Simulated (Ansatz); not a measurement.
Given this structure:

```yaml
crystal:
  lattice:
    - [4.42479, 0.00000, 0.00000]
    - [0.00000, 4.42479, 0.00000]
    - [0.00000, 0.00000, 9.34959]
  atoms:
    - { symbol: Ta, position: [0.50000, 0.50000, 0.82821] }
    - { symbol: Ta, position: [0.50000, 0.50000, 0.35495] }
    - { symbol: Ta, position: [0.00000, 0.50000, 0.11832] }
    - { symbol: Ta, position: [0.00000, 0.50000, 0.59158] }
    - { symbol: Ta, position: [0.50000, 0.00000, 0.11832] }
    - { symbol: Ta, position: [0.50000, 0.00000, 0.59158] }
    - { symbol: Ta, position: [0.00000, 0.00000, 0.35495] }
    - { symbol: Ta, position: [0.00000, 0.00000, 0.82821] }
    - { symbol: C, position: [0.00000, 0.00000, 0.11832] }
    - { symbol: C, position: [0.00000, 0.00000, 0.59158] }
    - { symbol: C, position: [0.50000, 0.00000, 0.82821] }
    - { symbol: C, position: [0.50000, 0.00000, 0.35495] }
    - { symbol: C, position: [0.00000, 0.50000, 0.35495] }
    - { symbol: C, position: [0.00000, 0.50000, 0.82821] }
```

Give a crystallographic description of this input.

Answer. The structure is one of Ta₄C₃. It belongs to space group P4mm (No. 99) and has a primitive tetragonal lattice. The cell comprises 2 formula units: 8 Ta, 6 C. The neighbours of C are six Ta in a distorted octahedral arrangement at 2.21 to 2.71 Å. Not all metal-metal contacts are counted. Taking every contact within bonding distance, one finds Ta 4 to 6 (mean 4.5). Not all metal-metal contacts are counted. The bonds build a three-dimensional framework.

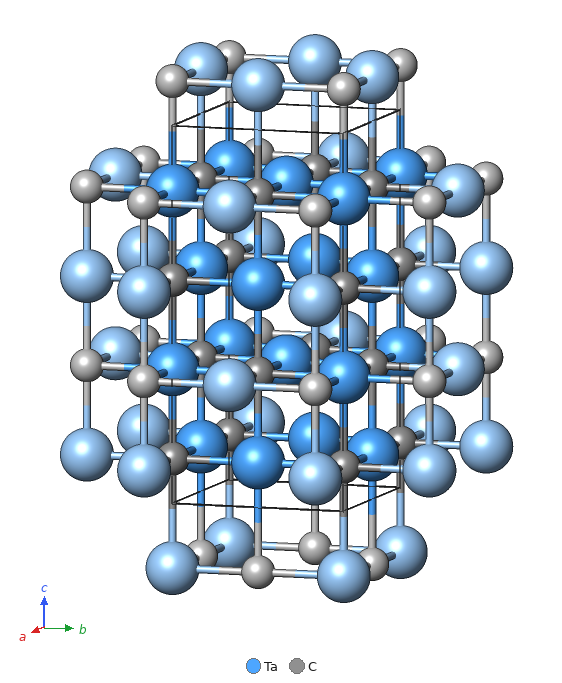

View slightly off an axis, drawn as a ball-and-stick model. The box is the conventional unit cell; atoms on or close to its faces, edges and corners are drawn wherever they repeat. Bonds that leave the box are completed with the atoms at their other ends, in fainter colours.

It derives from a structure listed in the Materials Project. The cell was then strained or its atoms displaced on purpose. A calculation with Ansatz used it as input.

At this level of theory the run's own cell isn't at rest (stretched, at -9 GPa and forces up to 1.5 eV/Å), so its distances can differ from those at equilibrium, the more so the softer the solid.
